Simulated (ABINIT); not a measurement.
Elastic calculation, with input and output: Al (part 1 of 2)

Al (Fm-3m, 1 atom in the cell), computed with Kohn-Sham DFT of a periodic cell, PBEsol, PseudoDojo NC SR PBEsol v0.4.1 standard, no spin polarisation (ABINIT 10.8.3).

The structure derives from an entry of the Crystallography Open Database.

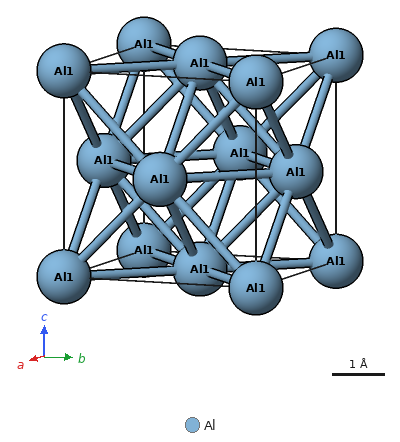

**Figure 1.** The structure as given in the input (ball-and-stick view of the cell 4 times as large as that of the calculation, set on its symmetry axes, seen slightly off an axis; atoms are numbered from 1 in the order of the input). An atom can appear more than once, as a periodic image.

### Input
```
# Datasets
ndtset 2

# Pseudopotentials
pp_dirpath "./"
pseudos "Al.upf"

# Structure
acell 3*1.0 Angstrom
rprim
     0.0000000000     2.0078470500     2.0078470500
     2.0078470500     0.0000000000     2.0078470500
     2.0078470500     2.0078470500     0.0000000000
ntypat 1
znucl 13
natom 1
typat 1
chkprim 0
chksymtnons 0
tolsym 1.0e-6
xred
            0.0            0.0            0.0

# Plane-wave basis
ecut 20.0
ecutsm 0.5

# k points
ngkpt 20 20 20
nshiftk 1
shiftk 0.0 0.0 0.0

# Exchange and correlation
ixc -116133

# Bands and occupations
nband 10
occopt 6
tsmear 0.00499791

# SCF cycle
nstep 80

# Output
prteig 0
prtebands 0
prtwf 0
prtden 0
prtpot 0

# Dataset 1: ground state
kptopt1 1
tolvrs1 1.0e-15
prtwf1 1
tolwfr1 1.0e-14
nbdbuf1 4
nline1 6

# Dataset 2: response at q = 0 to atomic displacements, strain
rfphon2 1
rfstrs2 3
rfatpol2 1 1
rfdir2 1 1 1
getwfk2 1
kptopt2 2
nqpt2 1
qpt2 0.0 0.0 0.0
tolvrs2 1.0e-8
```

### File mrgddb.in
```
merged_DDB
Al
2
runo_DS1_DDB
runo_DS2_DDB
```

### File anaddb.abi
```
ddb_filepath "merged_DDB"
output_file "anaddb.abo"
outdata_prefix "ana"
asr 1
chneut 0
dipdip 0
dieflag 0
enunit 0
elaflag 3
instrflag 1
eivec 1
nph1l 1
qph1l 0.0 0.0 0.0 1.0
```

Launched with:
```bash
mpirun --bind-to none -np 4 abinit run.abi > log 2>&1
mrgddb < mrgddb.in > mrgddb.log 2>&1
anaddb anaddb.abi > anaddb.log 2>&1
```

### Output
```
.Version 10.8.3 of ABINIT
 DATASET    1 : space group Fm -3 m (#225); Bravais cF (face-center cubic)
================================================================================
 Values of the parameters that define the memory need for DATASET  1.
     intxc =       0    ionmov =       0      iscf =       7    lmnmax =       6
     lnmax =       6     mgfft =      24  mpssoang =       3    mqgrid =    3001
     natom =       1  nloc_mem =       1    nspden =       1   nspinor =       1
    nsppol =       1      nsym =      48    n1xccc =    2501    ntypat =       1
    occopt =       6   xclevel =       2
       mpw =         486          nfft =       13824          nkpt =         256
================================================================================
================================================================================

 DATASET    2 : space group Fm -3 m (#225); Bravais cF (face-center cubic)
================================================================================
 Values of the parameters that define the memory need for DATASET  2 (RF).
     intxc =       0      iscf =       7    lmnmax =       6     lnmax =       6
     mgfft =      24  mpssoang =       3    mqgrid =    3001     natom =       1
  nloc_mem =       1    nspden =       1   nspinor =       1    nsppol =       1
      nsym =      48    n1xccc =    2501    ntypat =       1    occopt =       6
   xclevel =       2
      nfft =       13824          nkpt =        4004
================================================================================
================================================================================

--------------------------------------------------------------------------------
------------- Echo of variables that govern the present computation ------------
--------------------------------------------------------------------------------
 -outvars: echo values of preprocessed input variables --------
            acell      1.8897261259E+00  1.8897261259E+00  1.8897261259E+00 Bohr
              amu      2.69815390E+01
          chkprim           0
      chksymtnons           0
             ecut      2.00000000E+01 Hartree
           ecutsm      5.00000000E-01 Hartree
           getwfk1          0
           getwfk2          1
                       outvar_i_n : Printing only first  50 k-points.
              ixc     -116133
           jdtset        1    2
                       outvar_i_n : Printing only first  50 k-points.
           kptopt1          1
           kptopt2          2
         kptrlatt       20    0    0      0   20    0      0    0   20
          kptrlen      1.07318474E+02
            natom           1
            nband1         10
            nband2         10
           nbdbuf1          4
           nbdbuf2          2
           ndtset           2
            ngfft          24      24      24
             nkpt1        256
             nkpt2       4004
            nline1          6
            nline2          4
             nqpt1          0
             nqpt2          1
            nstep          80
             nsym          48
           ntypat           1
                       prtocc : prtvol=0, do not print more k-points.
                       prtocc : prtvol=0, do not print more k-points.
           occopt           6
        optdriver1          0
        optdriver2          1
           prtden           0
        prtebands           0
           prteig           0
            prtwf1          1
            prtwf2          0
           rfphon1          0
           rfphon2          1
           rfstrs1          0
           rfstrs2          3
            rprim      0.0000000000E+00  2.0078470500E+00  2.0078470500E+00
                       2.0078470500E+00  0.0000000000E+00  2.0078470500E+00
                       2.0078470500E+00  2.0078470500E+00  0.0000000000E+00
          spgroup         225
           tolsym      1.00000000E-06
           tolvrs1     1.00000000E-15
           tolvrs2     1.00000000E-08
           tolwfr1     1.00000000E-14
           tolwfr2     0.00000000E+00
           tsmear      4.99791000E-03 Hartree
            typat      1
                       outvars : Printing only first  50 k-points.
            znucl       13.00000

================================================================================

 chkinp: Checking input parameters for consistency, jdtset=   1.

 chkinp: Checking input parameters for consistency, jdtset=   2.

================================================================================
== DATASET  1 ==================================================================

--- !DatasetInfo
iteration_state: {dtset: 1, }
dimensions: {natom: 1, nkpt: 256, mband: 10, nsppol: 1, nspinor: 1, nspden: 1, mpw: 486, }
cutoff_energies: {ecut:  20.0, pawecutdg:  -1.0, }
electrons: {nelect:   3.00000000E+00, charge:   0.00000000E+00, occopt:   6.00000000E+00, tsmear:   4.99791000E-03, }
meta: {optdriver: 0, ionmov: 0, optcell: 0, iscf: 7, paral_kgb: 0, }
...

 Real(R)+Recip(G) space primitive vectors, cartesian coordinates (Bohr,Bohr^-1):
 R(1)=  0.0000000  3.7942810  3.7942810  G(1)= -0.1317773  0.1317773  0.1317773
 R(2)=  3.7942810  0.0000000  3.7942810  G(2)=  0.1317773 -0.1317773  0.1317773
 R(3)=  3.7942810  3.7942810  0.0000000  G(3)=  0.1317773  0.1317773 -0.1317773
 Unit cell volume ucvol=  1.0924925E+02 bohr^3
 Angles (23,13,12)=  6.00000000E+01  6.00000000E+01  6.00000000E+01 degrees

 getcut: wavevector=  0.0000  0.0000  0.0000  ngfft=  24  24  24
         ecut(hartree)=     20.000   => boxcut(ratio)=   2.22171

 getcut : COMMENT -
  Note that boxcut > 2.2 ; recall that boxcut=Gcut(box)/Gcut(sphere) = 2
  is sufficient for exact treatment of convolution.
  Such a large boxcut is a waste : you could raise ecut
  e.g. ecut=   24.679892 Hartrees makes boxcut=2

--- Pseudopotential description ------------------------------------------------
- pspini: atom type   1  psp file is ./Al.upf
  13.00000   3.00000  180301                  znucl, zion, pspdat
12 -116133 2 -1 1876                          pspcod,pspxc,lmax,lloc,mmax
     nproj     2     2     2

   2.05527854E+00                                ecore*ucvol(ha*bohr**3)
--------------------------------------------------------------------------------

================================================================================

--- !BeginCycle
iteration_state: {dtset: 1, }
solver: {iscf: 7, nstep: 80, nline: 6, wfoptalg: 0, }
tolerances: {tolwfr: 1.00E-14, tolvrs: 1.00E-15, }
...

     iter   Etot(hartree)      deltaE(h)  residm     vres2
 ETOT  1  -2.3180922963646    -2.318E+00 1.250E-02 1.038E+00
 ETOT  2  -2.3200815999999    -1.989E-03 1.427E-07 3.848E-02
 ETOT  3  -2.3200860254901    -4.425E-06 9.520E-07 1.708E-04
 ETOT  4  -2.3200860528374    -2.735E-08 8.169E-09 6.061E-07
 ETOT  5  -2.3200860528898    -5.234E-11 6.815E-12 3.936E-09
 ETOT  6  -2.3200860528904    -6.111E-13 2.381E-13 6.213E-12
 ETOT  7  -2.3200860528904     1.021E-14 9.643E-15 3.248E-14
 ETOT  8  -2.3200860528904    -8.438E-15 9.684E-15 4.866E-17

 At SCF step    8  max residual=  9.68E-15 < tolwfr=  1.00E-14 AND vres2   =  4.87E-17 < tolvrs=  1.00E-15 =>converged.

 Cartesian components of stress tensor (hartree/bohr^3)
  sigma(1 1)=  7.89417418E-06  sigma(3 2)=  0.00000000E+00
  sigma(2 2)=  7.89417418E-06  sigma(3 1)=  0.00000000E+00
  sigma(3 3)=  7.89417418E-06  sigma(2 1)=  0.00000000E+00

--- !ResultsGS
iteration_state: {dtset: 1, }
comment   : Summary of ground state results
lattice_vectors:
- [  0.0000000,   3.7942810,   3.7942810, ]
- [  3.7942810,   0.0000000,   3.7942810, ]
- [  3.7942810,   3.7942810,   0.0000000, ]
lattice_lengths: [   5.36592,    5.36592,    5.36592, ]
lattice_angles: [ 60.000,  60.000,  60.000, ] # degrees, (23, 13, 12)
lattice_volume:   1.0924925E+02
convergence: {deltae: -8.438E-15, res2:  4.866E-17, residm:  9.684E-15, diffor: null, }
etotal    :  -2.32008605E+00
entropy   :   0.00000000E+00
fermie    :   2.92496690E-01
cartesian_stress_tensor: # hartree/bohr^3
- [  7.89417418E-06,   0.00000000E+00,   0.00000000E+00, ]
- [  0.00000000E+00,   7.89417418E-06,   0.00000000E+00, ]
- [  0.00000000E+00,   0.00000000E+00,   7.89417418E-06, ]
pressure_GPa:  -2.3225E-01
xred      :
- [  0.0000E+00,   0.0000E+00,   0.0000E+00, Al]
cartesian_forces: # hartree/bohr
- [ -0.00000000E+00,  -0.00000000E+00,  -0.00000000E+00, ]
force_length_stats: {min:   0.00000000E+00, max:   0.00000000E+00, mean:   0.00000000E+00, }
...

 Integrated electronic density in atomic spheres:
 ------------------------------------------------
 Atom  Sphere_radius  Integrated_density
    1        2.00000          0.88550248
================================================================================

 ----iterations are completed or convergence reached----

 Mean square residual over all n,k,spin=   60.861E-17; max=  96.837E-16
 reduced coordinates (array xred) for    1 atoms
       0.000000000000      0.000000000000      0.000000000000
 rms dE/dt=  0.0000E+00; max dE/dt=  0.0000E+00; dE/dt below (all hartree)
    1       0.000000000000      0.000000000000      0.000000000000

 cartesian coordinates (angstrom) at end:
    1      0.00000000000000     0.00000000000000     0.00000000000000

 cartesian forces (hartree/bohr) at end:
    1     -0.00000000000000    -0.00000000000000    -0.00000000000000
 frms,max,avg= 0.0000000E+00 0.0000000E+00   0.000E+00  0.000E+00  0.000E+00 h/b

 cartesian forces (eV/Angstrom) at end:
    1     -0.00000000000000    -0.00000000000000    -0.00000000000000
 frms,max,avg= 0.0000000E+00 0.0000000E+00   0.000E+00  0.000E+00  0.000E+00 e/A
 length scales=  1.889726125908  1.889726125908  1.889726125908 bohr
              =  1.000000000000  1.000000000000  1.000000000000 angstroms
 Fermi (or HOMO) energy (hartree) =   0.29250   Average Vxc (hartree)=  -0.36711
 Eigenvalues (hartree) for nkpt= 256  k points:
 kpt#   1, nband= 10, wtk=  0.00013, kpt=  0.0000  0.0000  0.0000 (reduced coord)
  -0.12366    0.75751    0.75751    0.75751    0.81575    0.81575    0.81575    0.90177
   1.00877    1.00877
      occupation numbers for kpt#   1
   2.00000    0.00000    0.00000    0.00000    0.00000    0.00000    0.00000    0.00000
   0.00000    0.00000
 prteigrs : prtvol=0 or 1, do not print more k-points.

--- !EnergyTerms
iteration_state     : {dtset: 1, }
comment             : Components of total free energy in Hartree
kinetic             :  8.65280572670238E-01
hartree             :  3.67013804142229E-03
xc                  : -1.08754917171321E+00
Ewald energy        : -2.71881275866814E+00
psp_core            :  1.88127467430028E-02
local_psp           :  1.83442204879754E-01
non_local_psp       :  4.15080732765329E-01
internal            : -2.32007553528160E+00
'-kT*entropy'       : -1.05176087735045E-05
total_energy        : -2.32008605289038E+00
total_energy_eV     : -6.31327577091135E+01
band_energy         :  3.77247857230993E-01
...

 Cartesian components of stress tensor (hartree/bohr^3)
  sigma(1 1)=  7.89417418E-06  sigma(3 2)=  0.00000000E+00
  sigma(2 2)=  7.89417418E-06  sigma(3 1)=  0.00000000E+00
  sigma(3 3)=  7.89417418E-06  sigma(2 1)=  0.00000000E+00

-Cartesian components of stress tensor (GPa)         [Pressure= -2.3225E-01 GPa]
- sigma(1 1)=  2.32254623E-01  sigma(3 2)=  0.00000000E+00
- sigma(2 2)=  2.32254623E-01  sigma(3 1)=  0.00000000E+00
- sigma(3 3)=  2.32254623E-01  sigma(2 1)=  0.00000000E+00

================================================================================
== DATASET  2 ==================================================================

--- !DatasetInfo
iteration_state: {dtset: 2, }
dimensions: {natom: 1, nkpt: 4004, mband: 10, nsppol: 1, nspinor: 1, nspden: 1, mpw: 486, }
cutoff_energies: {ecut:  20.0, pawecutdg:  -1.0, }
electrons: {nelect:   3.00000000E+00, charge:   0.00000000E+00, occopt:   6.00000000E+00, tsmear:   4.99791000E-03, }
meta: {optdriver: 1, rfphon: 1, rfstrs: 3, }
...

 mkfilename : getwfk/=0, take file _WFK from output of DATASET   1.

 Real(R)+Recip(G) space primitive vectors, cartesian coordinates (Bohr,Bohr^-1):
 R(1)=  0.0000000  3.7942810  3.7942810  G(1)= -0.1317773  0.1317773  0.1317773
 R(2)=  3.7942810  0.0000000  3.7942810  G(2)=  0.1317773 -0.1317773  0.1317773
 R(3)=  3.7942810  3.7942810  0.0000000  G(3)=  0.1317773  0.1317773 -0.1317773
 Unit cell volume ucvol=  1.0924925E+02 bohr^3
 Angles (23,13,12)=  6.00000000E+01  6.00000000E+01  6.00000000E+01 degrees
 setup1 : take into account q-point for computing boxcut.

 getcut: wavevector=  0.0000  0.0000  0.0000  ngfft=  24  24  24
         ecut(hartree)=     20.000   => boxcut(ratio)=   2.22171
```
